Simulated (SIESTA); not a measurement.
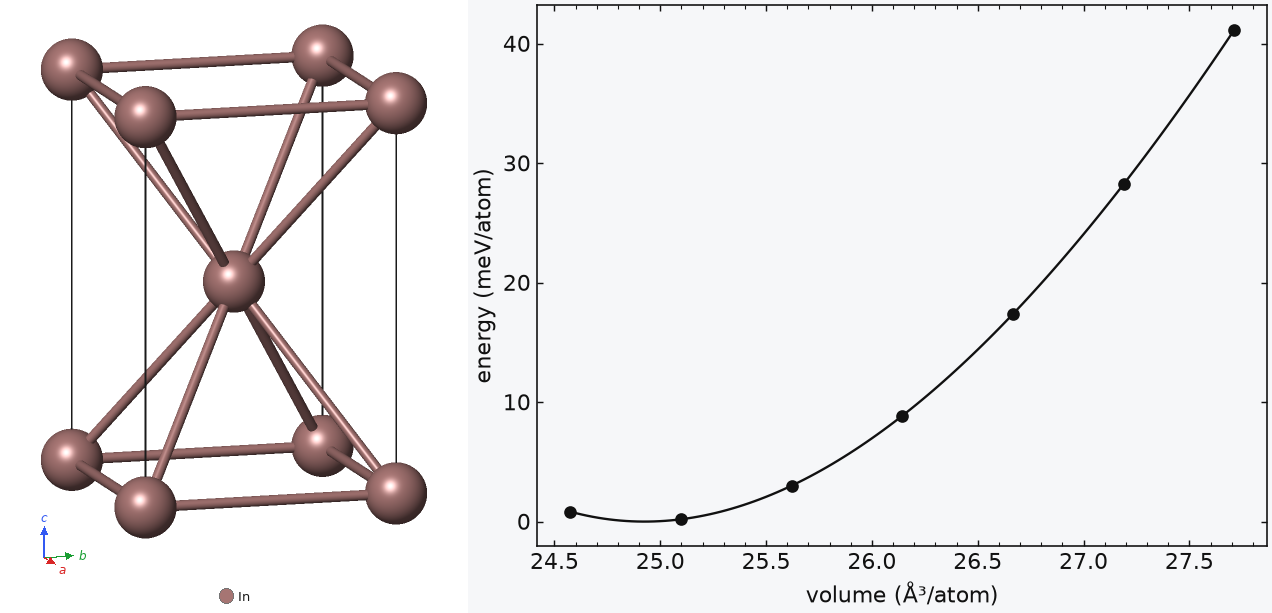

The plot gives the computed energy against volume for In, space group I4/mmm (No. 139). The conventional cell is drawn beside the plot.

Structure:
```xyz
1
Lattice="-1.6255 1.6255 2.4737 1.6255 -1.6255 2.4737 1.6255 1.6255 -2.4737" Properties=species:S:1:pos:R:3 pbc="T T T"
In    0.0000    0.0000    0.0000
```

Calculation (SIESTA 5.4.2): DFT in numerical atomic orbitals with pseudopotentials, no spin polarisation; energies at scaled volumes of the given cell, shape and fractions fixed, counted from the fit's minimum, third-order Birch-Murnaghan fit. Level: LDA.

- k mesh: 11×11×11
- occupations: Fermi–Dirac
- smearing width: 0.05 eV
- potentials: PseudoDojo 0.4 standard, converted to PSML, two zetas on semicore shells
- program settings: basis DZP, mesh cutoff 500 Ry

This calculation gives: equilibrium volume 24.93 Å³/atom and bulk modulus 52.5 GPa.

Now the level changes from LDA to PBE. Predict the effect.

The equilibrium volume rises from 24.93 to 27.55 Å³/atom (+11 %) and the bulk modulus falls from 52.5 to 41.9 GPa (−20 %). As usual, the local density approximation binds more tightly than this gradient-corrected functional.

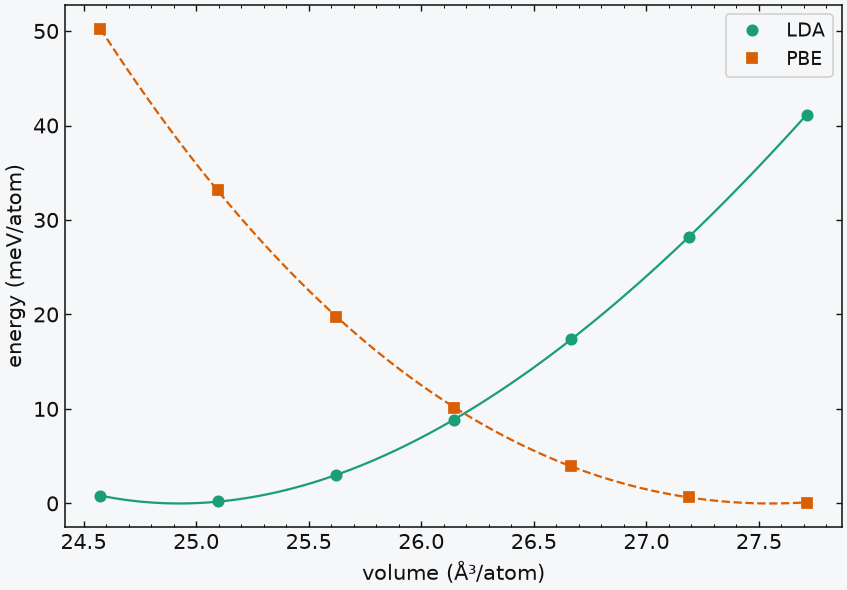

The two results together.

For both, limits of the calculation: mulliken charges of long orbitals; shape and atomic fractions are frozen while scaling, which makes layered, chain and framework solids too stiff.

V0 and the bulk modulus come from third-order Birch–Murnaghan fits.
